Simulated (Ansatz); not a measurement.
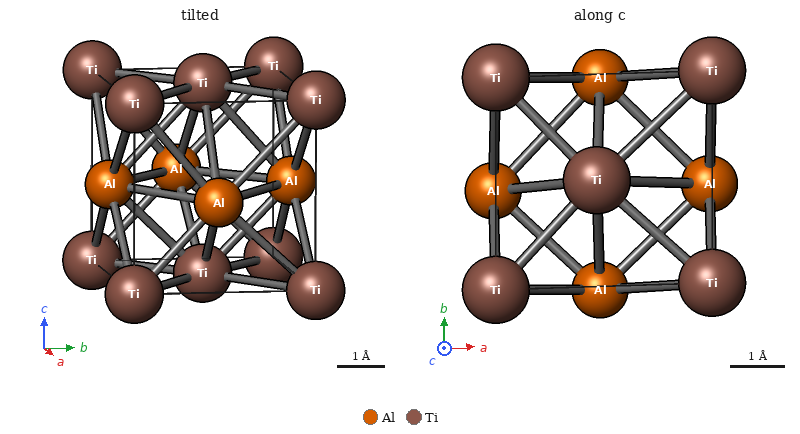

Crystal structure, ball-and-stick style, seen slightly off an axis and along the c axis. The wireframe shows the unit cell. Cell: a = 4.03 Å, b = 3.95 Å, c = 4.15 Å, α = 90.87°, β = 89.46°, γ = 88.15°.

Where the cell comes from: a known structure type with the cell strained and the atoms shaken on purpose. No relaxation was applied. Ansatz was used for an electronic-structure calculation on it.

Question: What is this?

Answer: Its composition is TiAl. The structure is triclinic, space group P1. It is a distorted form of a primitive tetragonal structure, space group P4/mmm (No. 123) within 0.45 Å: CuAu (L1₀) type. One cell contains 2 Ti, 2 Al, 4 atoms in all.

Computational set-up: Ansatz, DFT, PAW plane waves, PBE+U, spin-orbit, a kinetic-energy cutoff of 420 eV, k-points on a 5×5×4 grid, Fermi-Dirac smearing of 0.1 eV, U_eff = 4.43 eV on Ti d, spinor wavefunctions.

Question: Which atoms carry magnetic moments in this run, and how do they order?

Answer: The state reached is ferromagnetic. Sizes: Ti 1.2 μB; net moment 3.1 μB in the run's cell of 4 atoms.

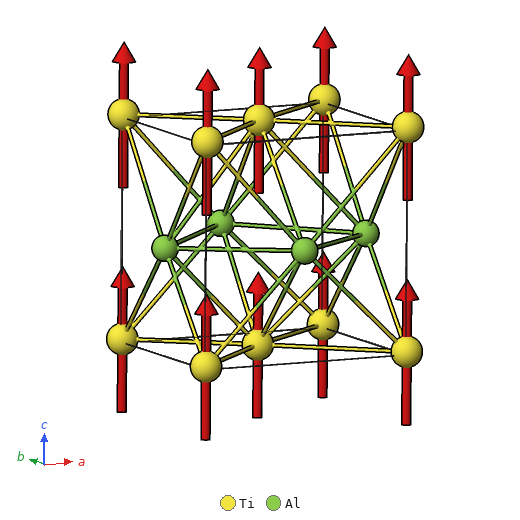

Site moments above 0.25 μB as arrows, small induced ones on non-metal atoms left out (red along the largest or up, blue against, purple across). The run's cell of 4 atoms is drawn, so axes and origin can differ from the first picture.

Question: Does it come out as a metal, or with a gap?

Answer: A metal: bands cross the Fermi level.

Question: What are the atomic charges by Bader's partition?

Answer: Ti +0.81 e; Al -0.84 to -0.78 e.

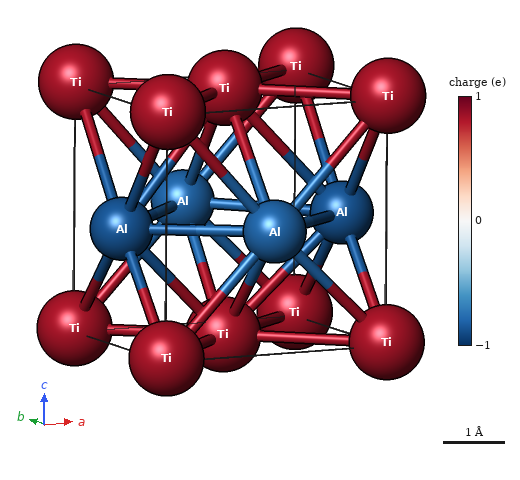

The atoms coloured by those charges. The run's cell of 4 atoms is drawn, so axes and origin can differ from the first picture.

Question: Are forces and stress small enough to call this relaxed?

Answer: No. The largest force is 1.71 eV/Å, on Ti. The pressure is 12.2 GPa, so the cell would expand.

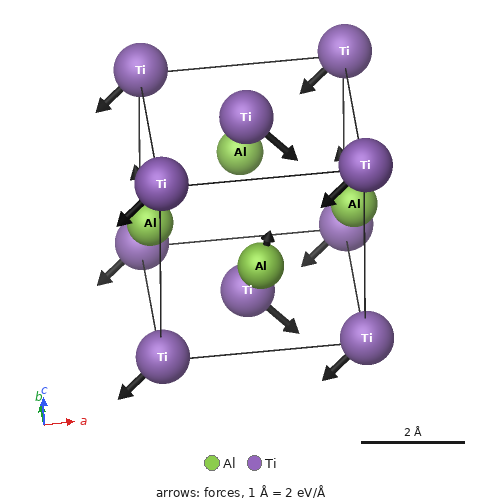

The forces as arrows. The run's cell of 4 atoms is drawn, so axes and origin can differ from the first picture.
